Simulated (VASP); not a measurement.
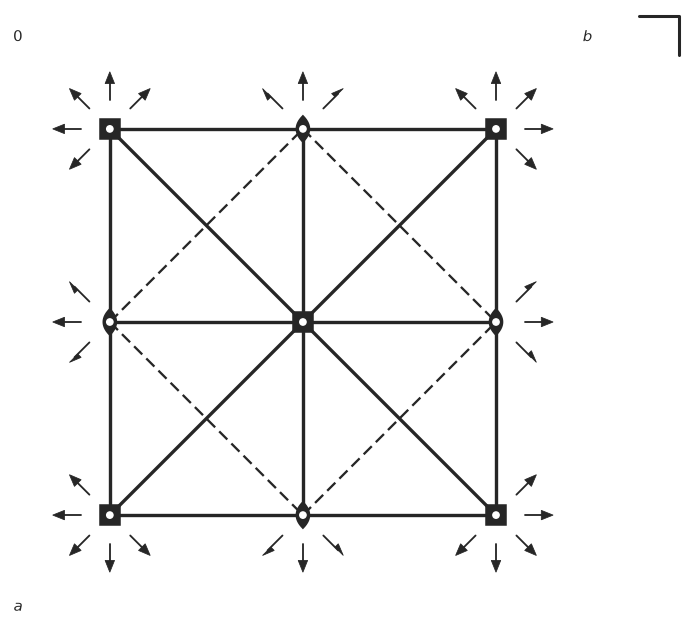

Symmetry elements of a space group, projected down c, computed from the operations of a computed or model structure of composition TiAl.

Symbols follow the International Tables: origin at the upper left, the third axis towards the viewer; heavy, dashed, dotted, dash-dotted and dash-dot-dot lines are mirror, in-plane glide, out-of-plane glide, diagonal (n; with arrows d) and double (e) glide planes seen edge on; arrows at the rim are 2 (full head) and 2₁ (half head) axes in the plane; the corner sign is a plane parallel to the page; fractions are heights. Handed screw axes carry their printed symbol instead of tails.

**Give the Hermann–Mauguin symbol and number.**

P4/mmm (No. 123); primitive tetragonal, point group 4/mmm, 16 general positions a cell.

**List the elements shown.**

4 axes along c at (0, 0), (1/2, 1/2); 2 axes along c at (0, 1/2), (1/2, 0); inversion centres at (0, 0), (0, 1/2), (1/2, 0), (1/2, 1/2); mirror planes holding c and [1 1 0] or [−1 1 0]; in-plane glide planes holding c and [1 1 0] or [−1 1 0]; mirror planes normal to a, at x = 0, 1/2; mirror planes normal to b, at y = 0, 1/2; a mirror plane normal to c at height 0; 2 axes along [1 1 0] at height 0; 2 axes along [−1 1 0] at height 0; 2 axes along a at height 0; 2 axes along b at height 0; 2₁ axes along [1 1 0] at height 0; 2₁ axes along [−1 1 0] at height 0. Heights repeat every half period; positions are (a, b) fractions, modulo 1.

**Write the general positions (in any order).**

x, y, z; −x, −y, −z; −y, x, z; y, −x, −z; −x, −y, z; x, y, −z; y, −x, z; −y, x, −z; x, −y, −z; −x, y, z; −y, −x, −z; y, x, z; −x, y, −z; x, −y, z; y, x, −z; −y, −x, z
